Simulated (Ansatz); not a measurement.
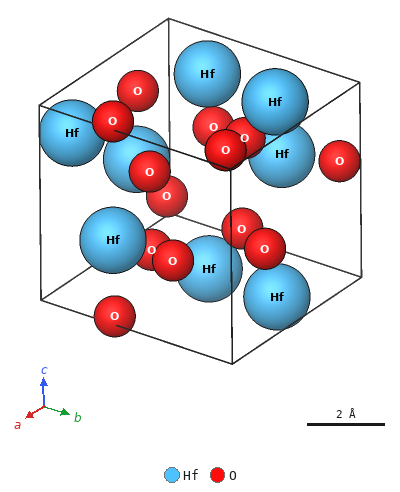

**Figure 1.** The starting structure (spheres-only view of the cell of the calculation, seen at an oblique angle). An atom can appear more than once, as a periodic image.

**Molecular dynamics of HfO₂ (part 1 of 5)**

System: HfO₂ (disordered cell, 18 atoms in the cell).
Method: DFT PBE, scalar-relativistic, plane waves, PAW, no spin polarisation (Ansatz 0.2.0).

It belongs to a series of runs on one base structure; here: Langevin dynamics at 2590 K from the last frame before.

## Input
```yaml
crystal:
  lattice:
    - [5.913382, 0.093665, -0.026317]
    - [0.093665, 6.169229, -0.029352]
    - [-0.026317, -0.029352, 5.666068]
  atoms:
    - { symbol: Hf, position: [0.2652982534, 0.3820835568, 0.9589029264] }
    - { symbol: Hf, position: [0.8643355014, 0.0785730395, 0.8228266333] }
    - { symbol: Hf, position: [0.4133525978, 0.8372032011, 0.0308641408] }
    - { symbol: Hf, position: [0.3875967557, 0.090308817, 0.4798485266] }
    - { symbol: Hf, position: [0.8533802506, 0.2800527884, 0.3340131605] }
    - { symbol: Hf, position: [0.0554071734, 0.6248228297, 0.5323162522] }
    - { symbol: O, position: [0.1872891612, 0.1112057373, 0.2075100874] }
    - { symbol: O, position: [0.0895981759, 0.9514841893, 0.6196292483] }
    - { symbol: O, position: [0.7059434391, 0.3756697018, 0.6521177345] }
    - { symbol: O, position: [0.7493747268, 0.8044924606, 0.9212873928] }
    - { symbol: O, position: [0.4120010342, 0.1165548827, 0.8498376652] }
    - { symbol: O, position: [0.1407037734, 0.3269882707, 0.6116994732] }
    - { symbol: O, position: [0.8333479545, 0.5807496503, 0.3198395288] }
    - { symbol: O, position: [0.6005863726, 0.905467047, 0.3827460507] }
    - { symbol: O, position: [0.9320848664, 0.3395594, 0.998409553] }
    - { symbol: O, position: [0.3319805089, 0.6039562578, 0.2680206578] }
    - { symbol: O, position: [0.3774622618, 0.6511621032, 0.7679822358] }
    - { symbol: O, position: [0.5642738575, 0.2862742667, 0.1588300493] }
  symmetry: { detect: false }
basis:
  ecutwfc: 420
  xc_grid: 1
kpoints:
  mp_grid: { grid: [1, 1, 1], shift: [0.0, 0.0, 0.0] }
hamiltonian:
  xc: pbe
scf:
  occupations: { method: fermi_dirac, width: 0.2232 }
  lower_state_search: "off"
  convergence: { dr2_threshold: 1.0e-05 }
output:
  forces: true
  stress: true
md:
  timestep: 2.0
  n_steps: 240
  ensemble: nvt_langevin
  friction: 0.005
  temperature: 2590.0
  initial_velocities: maxwell_boltzmann
  seed: 48799
```

Hardware: 2 threads of Intel Xeon @ 2.70GHz, 189 GiB of memory available, shared host.

Launched with:
```bash
ansatz run input.yaml --threads 2 --pin off --max-ram 5120MiB --backend cpu --events-out ev --progress --plain --runs-dir out
```

## The program's output
```
Warning: scf.convergence.dr2_threshold = 1e-5 eV is looser than this run's default, which is 1e-7 eV or tighter. The error in the forces grows as the threshold's square root, so leave the key out unless less accurate forces are enough
Warning: output.stress: scf.convergence.dr2_threshold = 1e-5 eV is looser than the 1.8e-9 eV advised for a printed stress (1e-10 eV for each atom of the cell: 18). What an SCF threshold leaves in a stress goes as its square root, and in the free energy as the threshold itself, and one threshold admits the most on a small cell: of the crystals measured, under no hybrid functional and no lock of the moments, on runs that ended without the residual-converged pass, on stresses that held no estimate of that error, the worst erred by over 100 MPa in a component at 1e-7 eV an atom and by under 5 at 1e-10. Set scf.convergence.dr2_threshold to 1.8e-9 eV or tighter. The threshold is an SCF's pass mark: one that does not reach it within its budget of iterations ends unconverged, or closes short of it on a stop that the run arms, and scf.convergence.dr2_threshold's page says what that costs each kind of run
band count auto-derived: 142 (N_el = 228.0; filled up to band 114; 137 by the electrons, moments and atoms)
Engine: ansatz 0.2.0, x86_64-unknown-linux-gnu
Pseudopotentials: kind: paw
Pseudopotential: Hf, paw, valence charge 26, recommended cutoff 420 eV (normal), Hf.paw.azcp
Pseudopotential: O, paw, valence charge 6, recommended cutoff 420 eV (normal), O.paw.azcp
Functional definition: PBE
  parameter kappa = 0.804
  parameter beta = 0.06672455060314922
  exchange = pbe_x(kappa = kappa, mu = beta*pi^2/3)
  correlation = pbe_c(beta = beta)
Crystal: 18 atoms, lattice volume = 206.645 Å³
Basis set: ecut = 420 eV, 4033 PW (Γ)
Bands: 142, of which v1, the nominal top of the filled ones, is band 114 counted from 1 (113 counted from 0)
Symmetry: 1 space group operations
k-points: 1
Non-local potential: Hf, projectors of the file, l = 0: 3, l = 1: 2, l = 2: 2, l = 3: 3
Non-local potential: O, projectors of the file, l = 0: 2, l = 1: 2, l = 2: 1
PAW form: soft (Blöchl's): semilocal exchange-correlation on the pseudo side does not see the compensation charge
PAW one-centre angular grid: Hf, 590 points (default); XC on 64 Gauss nodes
PAW one-centre angular grid: O, 110 points (default); XC on 64 Gauss nodes
Initial density: superposition of atomic densities (neutral atoms: chi_scale 0, normalization atom), corrected by the library's trained network
Initial wavefunctions: pseudopotential atomic-orbital guess
Functional: x = pbe(κ = 0.804, μ = 0.2195149727645171), c = pbe(β = 0.06672455060314922)
SCF iter   1: F=—  HF=-101152.394306 eV  |F-HF|=—  |Δ(HF+E_count)|=         —  Δρ=1.14e-2  dr2=1.80e-1  ethr=1.77e-3  ⟨swp⟩=5.0  Hψ=479  notcnv=0
preconditioner: auto → Resta (q_TF=auto, 2.773 Å⁻¹)  ε∞=5.4  [insulator: Δε(μ)=2.115 eV  Ē_g=18.107 eV  σ=0.223 eV  W_gap=0.98  n_scr=80 (ndim 8)  ℏωp=38.0 eV  f_vac=0.080  D(μ)=0.18/eV (n_scr^D=0)  ε∞_Penn≈5.4]
SCF iter   2: F=—  HF=-101152.363425 eV  |F-HF|=—  |Δ(HF+E_count)|=   3.09e-2  Δρ=5.86e-3  dr2=3.42e-2  ethr=7.87e-5  ⟨swp⟩=2.0  Hψ=244  notcnv=0
SCF iter   3: F=—  HF=-101152.360476 eV  |F-HF|=—  |Δ(HF+E_count)|=   2.95e-3  Δρ=2.56e-3  dr2=1.12e-2  ethr=1.50e-5  ⟨swp⟩=2.0  Hψ=221  notcnv=0
SCF iter   4: F=—  HF=-101152.360592 eV  |F-HF|=—  |Δ(HF+E_count)|=   1.16e-4  Δρ=7.45e-4  dr2=1.14e-3  ethr=4.93e-6  ⟨swp⟩=2.0  Hψ=220  notcnv=0
SCF iter   5: F=—  HF=-101152.360859 eV  |F-HF|=—  |Δ(HF+E_count)|=   2.67e-4  Δρ=4.37e-4  dr2=3.59e-4  ethr=4.99e-7  ⟨swp⟩=2.0  Hψ=228  notcnv=0
SCF iter   6: F=—  HF=-101152.360921 eV  |F-HF|=—  |Δ(HF+E_count)|=   6.25e-5  Δρ=1.58e-4  dr2=4.80e-5  ethr=1.57e-7  ⟨swp⟩=2.0  Hψ=220  notcnv=0
SCF iter   7: F=-101152.360931 eV  HF=-101152.360929 eV  |F-HF|=1.85e-6  |Δ(HF+E_count)|=   7.37e-6  Δρ=5.88e-5  dr2=8.31e-6  ethr=4.39e-9  ⟨swp⟩=5.0  Hψ=603  notcnv=0
SCF 1 converged in 7 iterations: F = -101152.360931 eV  dr2 = 8.31e-6
  greatest PAW one-centre occupation: 0.999 electrons in one spin orbital (limit 2), on the Hf atom at site 0 (counted from 0), in its partial waves of l = 0
md step     0: t =     0.00 fs  T =  2446.1 K  F+E_penalty+E_count = -101152.36093060 eV  E_kin = 5.691318 eV  P_inst = 32.1485 GPa  (7 SCF iters)
Initial density: handed on by an earlier stage of this run
Initial wavefunctions: those handed on with the density
iter 1 solved again at ethr=1.63e-5 eV; its pass at ethr=3.10e-3 eV (dr2=3.71e-2 eV) is discarded
SCF iter   1: F=—  HF=-101152.203947 eV  |F-HF|=—  |Δ(HF+E_count)|=         —  Δρ=5.50e-3  dr2=3.73e-2  ethr=1.63e-5  ⟨swp⟩=1.0  Hψ=649  notcnv=0
preconditioner: auto → Resta (q_TF=auto, 2.773 Å⁻¹)  ε∞=5.4  [insulator: Δε(μ)=2.092 eV  Ē_g=18.091 eV  σ=0.223 eV  W_gap=0.98  n_scr=80 (ndim 8)  ℏωp=38.0 eV  f_vac=0.086  D(μ)=0.19/eV (n_scr^D=0)  ε∞_Penn≈5.4]
SCF iter   2: F=—  HF=-101152.197196 eV  |F-HF|=—  |Δ(HF+E_count)|=   6.75e-3  Δρ=2.91e-3  dr2=1.04e-2  ethr=1.63e-5  ⟨swp⟩=2.0  Hψ=143  notcnv=0
SCF iter   3: F=—  HF=-101152.195633 eV  |F-HF|=—  |Δ(HF+E_count)|=   1.56e-3  Δρ=1.25e-3  dr2=2.88e-3  ethr=4.57e-6  ⟨swp⟩=2.0  Hψ=249  notcnv=0
SCF iter   4: F=—  HF=-101152.195011 eV  |F-HF|=—  |Δ(HF+E_count)|=   6.22e-4  Δρ=2.77e-4  dr2=1.33e-4  ethr=1.26e-6  ⟨swp⟩=2.0  Hψ=223  notcnv=0
SCF iter   5: F=—  HF=-101152.195040 eV  |F-HF|=—  |Δ(HF+E_count)|=   2.90e-5  Δρ=1.43e-4  dr2=3.95e-5  ethr=5.82e-8  ⟨swp⟩=2.0  Hψ=232  notcnv=0
SCF iter   6: F=-101152.195034 eV  HF=-101152.195034 eV  |F-HF|=2.36e-7  |Δ(HF+E_count)|=   6.19e-6  Δρ=4.99e-5  dr2=4.86e-6  ethr=4.39e-9  ⟨swp⟩=4.0  Hψ=604  notcnv=0
SCF 2 converged in 6 iterations: F = -101152.195034 eV  dr2 = 4.86e-6
[... from here on the iterations of each SCF are left out, up to the last one ...]
md step     1: t =     2.00 fs  T =  2453.9 K  F+E_penalty+E_count = -101152.19503399 eV  E_kin = 5.709484 eV  P_inst = 32.8863 GPa  (6 SCF iters)
[... from here on the SCF iterations and repeated set-up lines of each step are left out, up to the last step ...]
SCF 3 converged in 6 iterations: F = -101151.978132 eV  dr2 = 5.22e-6
md step     2: t =     4.00 fs  T =  2229.5 K  F+E_penalty+E_count = -101151.97813184 eV  E_kin = 5.187325 eV  P_inst = 33.3339 GPa  (6 SCF iters)
SCF 4 converged in 6 iterations: F = -101151.784962 eV  dr2 = 4.47e-6
md step     3: t =     6.00 fs  T =  2056.8 K  F+E_penalty+E_count = -101151.78496166 eV  E_kin = 4.785582 eV  P_inst = 33.7474 GPa  (6 SCF iters)
SCF 5 converged in 6 iterations: F = -101151.671829 eV  dr2 = 4.66e-6
md step     4: t =     8.00 fs  T =  2105.5 K  F+E_penalty+E_count = -101151.67182851 eV  E_kin = 4.898932 eV  P_inst = 34.2863 GPa  (6 SCF iters)
SCF 6 converged in 4 iterations: F = -101151.665355 eV  dr2 = 2.94e-6
md step     5: t =    10.00 fs  T =  2082.2 K  F+E_penalty+E_count = -101151.66535480 eV  E_kin = 4.844565 eV  P_inst = 34.5370 GPa  (4 SCF iters)
SCF 7 converged in 4 iterations: F = -101151.795283 eV  dr2 = 4.58e-6
md step     6: t =    12.00 fs  T =  2165.6 K  F+E_penalty+E_count = -101151.79528342 eV  E_kin = 5.038659 eV  P_inst = 34.4907 GPa  (4 SCF iters)
SCF 8 converged in 4 iterations: F = -101152.052118 eV  dr2 = 5.35e-6
md step     7: t =    14.00 fs  T =  2194.0 K  F+E_penalty+E_count = -101152.05211794 eV  E_kin = 5.104789 eV  P_inst = 33.9977 GPa  (4 SCF iters)
SCF 9 converged in 4 iterations: F = -101152.416986 eV  dr2 = 4.34e-6
md step     8: t =    16.00 fs  T =  2393.1 K  F+E_penalty+E_count = -101152.41698570 eV  E_kin = 5.567915 eV  P_inst = 33.3198 GPa  (4 SCF iters)
SCF 10 converged in 4 iterations: F = -101152.773393 eV  dr2 = 6.33e-6
md step     9: t =    18.00 fs  T =  2393.7 K  F+E_penalty+E_count = -101152.77339282 eV  E_kin = 5.569312 eV  P_inst = 32.2638 GPa  (4 SCF iters)
SCF 11 converged in 6 iterations: F = -101153.025752 eV  dr2 = 5.86e-6
md step    10: t =    20.00 fs  T =  2478.4 K  F+E_penalty+E_count = -101153.02575194 eV  E_kin = 5.766363 eV  P_inst = 31.4527 GPa  (6 SCF iters)
SCF 12 converged in 5 iterations: F = -101153.124500 eV  dr2 = 2.15e-6
md step    11: t =    22.00 fs  T =  2574.0 K  F+E_penalty+E_count = -101153.12450046 eV  E_kin = 5.988891 eV  P_inst = 30.7930 GPa  (5 SCF iters)
SCF 13 converged in 4 iterations: F = -101153.059088 eV  dr2 = 3.71e-6
md step    12: t =    24.00 fs  T =  2608.7 K  F+E_penalty+E_count = -101153.05908791 eV  E_kin = 6.069514 eV  P_inst = 30.3378 GPa  (4 SCF iters)
SCF 14 converged in 4 iterations: F = -101152.898851 eV  dr2 = 4.23e-6
md step    13: t =    26.00 fs  T =  2630.3 K  F+E_penalty+E_count = -101152.89885059 eV  E_kin = 6.119946 eV  P_inst = 30.1754 GPa  (4 SCF iters)
SCF 15 converged in 4 iterations: F = -101152.743793 eV  dr2 = 3.54e-6
md step    14: t =    28.00 fs  T =  2442.1 K  F+E_penalty+E_count = -101152.74379321 eV  E_kin = 5.681889 eV  P_inst = 29.9202 GPa  (4 SCF iters)
SCF 16 converged in 4 iterations: F = -101152.707618 eV  dr2 = 6.41e-6
md step    15: t =    30.00 fs  T =  2517.5 K  F+E_penalty+E_count = -101152.70761778 eV  E_kin = 5.857384 eV  P_inst = 29.9453 GPa  (4 SCF iters)
SCF 17 converged in 4 iterations: F = -101152.856482 eV  dr2 = 5.39e-6
md step    16: t =    32.00 fs  T =  2682.9 K  F+E_penalty+E_count = -101152.85648224 eV  E_kin = 6.242275 eV  P_inst = 29.9652 GPa  (4 SCF iters)
SCF 18 converged in 4 iterations: F = -101153.154996 eV  dr2 = 8.25e-6
md step    17: t =    34.00 fs  T =  2789.5 K  F+E_penalty+E_count = -101153.15499649 eV  E_kin = 6.490214 eV  P_inst = 30.0432 GPa  (4 SCF iters)
SCF 19 converged in 4 iterations: F = -101153.505554 eV  dr2 = 9.84e-6
md step    18: t =    36.00 fs  T =  3049.2 K  F+E_penalty+E_count = -101153.50555402 eV  E_kin = 7.094554 eV  P_inst = 30.5770 GPa  (4 SCF iters)
SCF 20 converged in 4 iterations: F = -101153.805879 eV  dr2 = 6.00e-6
md step    19: t =    38.00 fs  T =  3293.1 K  F+E_penalty+E_count = -101153.80587887 eV  E_kin = 7.661952 eV  P_inst = 31.1970 GPa  (4 SCF iters)
SCF 21 converged in 6 iterations: F = -101153.941956 eV  dr2 = 8.86e-6
md step    20: t =    40.00 fs  T =  3383.6 K  F+E_penalty+E_count = -101153.94195617 eV  E_kin = 7.872624 eV  P_inst = 31.8104 GPa  (6 SCF iters)
SCF 22 converged in 4 iterations: F = -101153.835081 eV  dr2 = 6.55e-6
md step    21: t =    42.00 fs  T =  3341.8 K  F+E_penalty+E_count = -101153.83508093 eV  E_kin = 7.775310 eV  P_inst = 32.6609 GPa  (4 SCF iters)
SCF 23 converged in 4 iterations: F = -101153.447138 eV  dr2 = 3.82e-6
md step    22: t =    44.00 fs  T =  3281.1 K  F+E_penalty+E_count = -101153.44713784 eV  E_kin = 7.634149 eV  P_inst = 33.7723 GPa  (4 SCF iters)
SCF 24 converged in 5 iterations: F = -101152.915528 eV  dr2 = 2.26e-6
md step    23: t =    46.00 fs  T =  2999.3 K  F+E_penalty+E_count = -101152.91552766 eV  E_kin = 6.978364 eV  P_inst = 34.4938 GPa  (5 SCF iters)
SCF 25 converged in 4 iterations: F = -101152.503689 eV  dr2 = 3.78e-6
md step    24: t =    48.00 fs  T =  2533.1 K  F+E_penalty+E_count = -101152.50368909 eV  E_kin = 5.893640 eV  P_inst = 34.4468 GPa  (4 SCF iters)
SCF 26 converged in 4 iterations: F = -101152.396147 eV  dr2 = 2.92e-6
md step    25: t =    50.00 fs  T =  2491.2 K  F+E_penalty+E_count = -101152.39614710 eV  E_kin = 5.796165 eV  P_inst = 34.1536 GPa  (4 SCF iters)
SCF 27 converged in 6 iterations: F = -101152.725771 eV  dr2 = 4.24e-6
md step    26: t =    52.00 fs  T =  2670.2 K  F+E_penalty+E_count = -101152.72577101 eV  E_kin = 6.212642 eV  P_inst = 33.2281 GPa  (6 SCF iters)
SCF 28 converged in 5 iterations: F = -101153.374760 eV  dr2 = 2.61e-6
md step    27: t =    54.00 fs  T =  3000.0 K  F+E_penalty+E_count = -101153.37476024 eV  E_kin = 6.980005 eV  P_inst = 31.7419 GPa  (5 SCF iters)
SCF 29 converged in 4 iterations: F = -101154.080909 eV  dr2 = 5.25e-6
md step    28: t =    56.00 fs  T =  3329.7 K  F+E_penalty+E_count = -101154.08090942 eV  E_kin = 7.747101 eV  P_inst = 30.1768 GPa  (4 SCF iters)
SCF 30 converged in 4 iterations: F = -101154.689478 eV  dr2 = 4.83e-6
md step    29: t =    58.00 fs  T =  3747.9 K  F+E_penalty+E_count = -101154.68947846 eV  E_kin = 8.720229 eV  P_inst = 29.1399 GPa  (4 SCF iters)
SCF 31 converged in 6 iterations: F = -101155.060034 eV  dr2 = 7.39e-6
md step    30: t =    60.00 fs  T =  3901.2 K  F+E_penalty+E_count = -101155.06003447 eV  E_kin = 9.076798 eV  P_inst = 28.3749 GPa  (6 SCF iters)
SCF 32 converged in 5 iterations: F = -101155.129034 eV  dr2 = 9.64e-6
md step    31: t =    62.00 fs  T =  3974.5 K  F+E_penalty+E_count = -101155.12903380 eV  E_kin = 9.247428 eV  P_inst = 28.3086 GPa  (5 SCF iters)
SCF 33 converged in 5 iterations: F = -101154.901318 eV  dr2 = 6.70e-6
md step    32: t =    64.00 fs  T =  3815.6 K  F+E_penalty+E_count = -101154.90131830 eV  E_kin = 8.877745 eV  P_inst = 28.8500 GPa  (5 SCF iters)
SCF 34 converged in 4 iterations: F = -101154.435621 eV  dr2 = 5.95e-6
md step    33: t =    66.00 fs  T =  3654.2 K  F+E_penalty+E_count = -101154.43562101 eV  E_kin = 8.502213 eV  P_inst = 30.1245 GPa  (4 SCF iters)
SCF 35 converged in 4 iterations: F = -101153.829433 eV  dr2 = 6.86e-6
md step    34: t =    68.00 fs  T =  3270.9 K  F+E_penalty+E_count = -101153.82943291 eV  E_kin = 7.610294 eV  P_inst = 31.5701 GPa  (4 SCF iters)
SCF 36 converged in 4 iterations: F = -101153.241190 eV  dr2 = 7.61e-6
md step    35: t =    70.00 fs  T =  3039.5 K  F+E_penalty+E_count = -101153.24118984 eV  E_kin = 7.071874 eV  P_inst = 33.2578 GPa  (4 SCF iters)
SCF 37 converged in 4 iterations: F = -101152.803083 eV  dr2 = 4.04e-6
md step    36: t =    72.00 fs  T =  2839.5 K  F+E_penalty+E_count = -101152.80308328 eV  E_kin = 6.606653 eV  P_inst = 34.6160 GPa  (4 SCF iters)
SCF 38 converged in 7 iterations: F = -101152.582592 eV  dr2 = 2.85e-6
md step    37: t =    74.00 fs  T =  2710.0 K  F+E_penalty+E_count = -101152.58259193 eV  E_kin = 6.305245 eV  P_inst = 35.3358 GPa  (7 SCF iters)
SCF 39 converged in 5 iterations: F = -101152.596288 eV  dr2 = 8.01e-6
md step    38: t =    76.00 fs  T =  2787.2 K  F+E_penalty+E_count = -101152.59628775 eV  E_kin = 6.484878 eV  P_inst = 35.4711 GPa  (5 SCF iters)
SCF 40 converged in 5 iterations: F = -101152.718909 eV  dr2 = 6.27e-6
md step    39: t =    78.00 fs  T =  2861.3 K  F+E_penalty+E_count = -101152.71890853 eV  E_kin = 6.657445 eV  P_inst = 34.9398 GPa  (5 SCF iters)
SCF 41 converged in 6 iterations: F = -101152.835287 eV  dr2 = 7.58e-6
md step    40: t =    80.00 fs  T =  2924.9 K  F+E_penalty+E_count = -101152.83528726 eV  E_kin = 6.805213 eV  P_inst = 33.9343 GPa  (6 SCF iters)
SCF 42 converged in 4 iterations: F = -101152.841701 eV  dr2 = 6.98e-6
md step    41: t =    82.00 fs  T =  2928.5 K  F+E_penalty+E_count = -101152.84170107 eV  E_kin = 6.813600 eV  P_inst = 32.6940 GPa  (4 SCF iters)
SCF 43 converged in 4 iterations: F = -101152.670446 eV  dr2 = 4.08e-6
md step    42: t =    84.00 fs  T =  2852.6 K  F+E_penalty+E_count = -101152.67044591 eV  E_kin = 6.637098 eV  P_inst = 31.4422 GPa  (4 SCF iters)
SCF 44 converged in 4 iterations: F = -101152.403469 eV  dr2 = 4.82e-6
md step    43: t =    86.00 fs  T =  2733.8 K  F+E_penalty+E_count = -101152.40346944 eV  E_kin = 6.360660 eV  P_inst = 30.1531 GPa  (4 SCF iters)
SCF 45 converged in 4 iterations: F = -101152.118837 eV  dr2 = 7.39e-6
md step    44: t =    88.00 fs  T =  2657.6 K  F+E_penalty+E_count = -101152.11883662 eV  E_kin = 6.183363 eV  P_inst = 28.8361 GPa  (4 SCF iters)
SCF 46 converged in 4 iterations: F = -101151.866508 eV  dr2 = 4.96e-6
md step    45: t =    90.00 fs  T =  2569.7 K  F+E_penalty+E_count = -101151.86650801 eV  E_kin = 5.978791 eV  P_inst = 27.3701 GPa  (4 SCF iters)
SCF 47 converged in 4 iterations: F = -101151.659674 eV  dr2 = 5.57e-6
md step    46: t =    92.00 fs  T =  2470.9 K  F+E_penalty+E_count = -101151.65967420 eV  E_kin = 5.748939 eV  P_inst = 25.8120 GPa  (4 SCF iters)
SCF 48 converged in 4 iterations: F = -101151.470870 eV  dr2 = 4.22e-6
md step    47: t =    94.00 fs  T =  2408.2 K  F+E_penalty+E_count = -101151.47086952 eV  E_kin = 5.603211 eV  P_inst = 24.3210 GPa  (4 SCF iters)
SCF 49 converged in 4 iterations: F = -101151.329948 eV  dr2 = 6.04e-6
md step    48: t =    96.00 fs  T =  2374.9 K  F+E_penalty+E_count = -101151.32994819 eV  E_kin = 5.525577 eV  P_inst = 22.9003 GPa  (4 SCF iters)
SCF 50 converged in 4 iterations: F = -101151.247901 eV  dr2 = 5.17e-6
md step    49: t =    98.00 fs  T =  2486.7 K  F+E_penalty+E_count = -101151.24790122 eV  E_kin = 5.785723 eV  P_inst = 21.8786 GPa  (4 SCF iters)
SCF 51 converged in 6 iterations: F = -101151.224734 eV  dr2 = 8.89e-6
md step    50: t =   100.00 fs  T =  2358.2 K  F+E_penalty+E_count = -101151.22473365 eV  E_kin = 5.486683 eV  P_inst = 20.9804 GPa  (6 SCF iters)
SCF 52 converged in 4 iterations: F = -101151.299263 eV  dr2 = 8.18e-6
md step    51: t =   102.00 fs  T =  2368.9 K  F+E_penalty+E_count = -101151.29926340 eV  E_kin = 5.511674 eV  P_inst = 20.6384 GPa  (4 SCF iters)
SCF 53 converged in 4 iterations: F = -101151.488035 eV  dr2 = 4.91e-6
md step    52: t =   104.00 fs  T =  2436.2 K  F+E_penalty+E_count = -101151.48803518 eV  E_kin = 5.668192 eV  P_inst = 20.7187 GPa  (4 SCF iters)
SCF 54 converged in 4 iterations: F = -101151.795038 eV  dr2 = 6.95e-6
md step    53: t =   106.00 fs  T =  2516.7 K  F+E_penalty+E_count = -101151.79503837 eV  E_kin = 5.855539 eV  P_inst = 21.1017 GPa  (4 SCF iters)
SCF 55 converged in 4 iterations: F = -101152.227267 eV  dr2 = 5.26e-6
md step    54: t =   108.00 fs  T =  2612.8 K  F+E_penalty+E_count = -101152.22726677 eV  E_kin = 6.079088 eV  P_inst = 21.6624 GPa  (4 SCF iters)
SCF 56 converged in 4 iterations: F = -101152.782237 eV  dr2 = 5.28e-6
md step    55: t =   110.00 fs  T =  2871.0 K  F+E_penalty+E_count = -101152.78223675 eV  E_kin = 6.679939 eV  P_inst = 22.3811 GPa  (4 SCF iters)
SCF 57 converged in 4 iterations: F = -101153.355997 eV  dr2 = 4.30e-6
md step    56: t =   112.00 fs  T =  2957.0 K  F+E_penalty+E_count = -101153.35599748 eV  E_kin = 6.879961 eV  P_inst = 22.8946 GPa  (4 SCF iters)
SCF 58 converged in 4 iterations: F = -101153.811364 eV  dr2 = 4.89e-6
md step    57: t =   114.00 fs  T =  3240.6 K  F+E_penalty+E_count = -101153.81136433 eV  E_kin = 7.539937 eV  P_inst = 23.9494 GPa  (4 SCF iters)
SCF 59 converged in 4 iterations: F = -101154.018290 eV  dr2 = 8.20e-6
```
